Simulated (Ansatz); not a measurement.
System: SrO, space group P6_3mc (No. 186).

Starting cell:
```xyz
4
Lattice="4.2755 0.0000 0.0000 -2.1377 3.7027 0.0000 0.0000 0.0000 5.1556" Properties=species:S:1:pos:R:3 pbc="T T T"
Sr    0.0000    2.4684    4.8366
Sr    2.1377    1.2342    2.2588
O     0.0000    2.4684    2.2523
O     2.1377    1.2342    4.8301
```

Method: biaxial strain in the xy plane and strain along z of a crystal, fractional coordinates fixed, by plane-wave density functional theory with PAW datasets, free energies less that of the undisturbed cell (Ansatz 0.2.0). Level: LDA, no spin polarisation.

- wave cutoff: 420 eV
- k mesh: 9×9×6
- occupations: Gaussian
- smearing width: 0.05 eV
- k shift: (0, 0, 0) (mesh steps)
- start: as given

Predict the map of the energy change over strain zz and strain xx = yy. The grid: strain zz −0.08, 0, 0.08 ; strain xx = yy −0.08, 0, 0.08.

At the origin the energy is lower than all eight neighbouring grid points, so a minimum lies at or close to the given structure. The energy change is least, 0 meV/atom, at strain zz of 0 and strain xx = yy of 0, and largest, 323 meV/atom, at strain zz of 0.08 and strain xx = yy of 0.08. Near the origin the softest direction lies along strain zz, turned by about 21° so that strain xx = yy takes the opposite sign; the curvature across the valley is 3.1 times that along it.

Energy change (meV/atom); rows strain xx = yy, columns strain zz:
```
       -0.08    0  0.08
-0.08    189   85   113
    0     30    0    87
 0.08    140  178   323
```

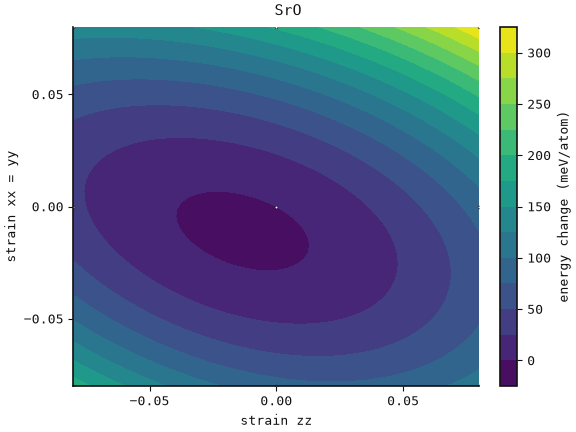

Note: odd k mesh can miss points on the zone edge; reference crystal is not relaxed.
